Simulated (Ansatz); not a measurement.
Consider TaN.

Input

```
crystal:
  lattice:
    - [0.0, 2.3665051011, 2.3665051011]
    - [2.3665051011, 0.0, 2.3665051011]
    - [4.7330102022, 4.7330102022, 0.0]
  atoms:
    - { symbol: Ta, position: [0.0, 0.0, 0.0], spin: 2.0 }
    - { symbol: "N", position: [0.25, 0.25, 0.125] }
    - { symbol: Ta, position: [0.0, 0.0, 0.5], spin: -2.0 }
    - { symbol: "N", position: [0.25, 0.25, 0.625] }
basis:
  ecutwfc: 500
  ecutrho_ratio: 4
kpoints:
  mp_grid: { grid: [12, 12, 6] }
hamiltonian:
  xc: r2scan
scf:
  occupations: { method: gaussian, width: 0.05 }
output:
  forces: true
  stress: true
  eigenvalues: true
  populations: true
  write_density: true
  write_potential: true
  elf: true
  volumetric_format: npy
magnetization:
  spin_polarized: true
```

Command:

```sh
ansatz run input.yaml --threads 2 --pin off --max-ram 2662MiB --backend cpu --events-out ev --progress --plain --runs-dir out
```

Space group F-43m; started from the zincblende prototype, which need not be the ambient phase; the program warned that a starting moment wasn't kept; spin-polarised, but the moments vanished.

Method: DFT r2SCAN, scalar-relativistic, plane waves, PAW in Ansatz 0.2.0.

What can the converged valence pseudo-density and electron localisation function tell about the bonding?

Answer. Ta–N (2.05 Å): ρ is about 0.82 e/Å³ halfway; the ELF peaks at about 0.80 in the valence shell of N, 0.6 Å from its nucleus, and drops to about 0.25 between the two atoms; no localised pair shows between them.

Does the calculation give a band gap?

Answer. It is metallic or semimetallic at this level of theory: no gap opens; semilocal functionals without U, or without the true magnetic order, often close the gap of such compounds.

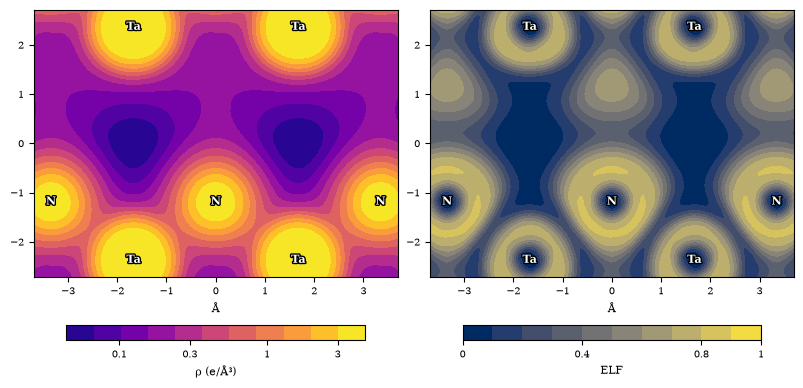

Computed valence pseudo-density and electron localisation function on the (11̄0) plane of the calculation cell, in this order. 

The density is the valence pseudo-density of a PAW calculation; it isn't the true density close to the nuclei.
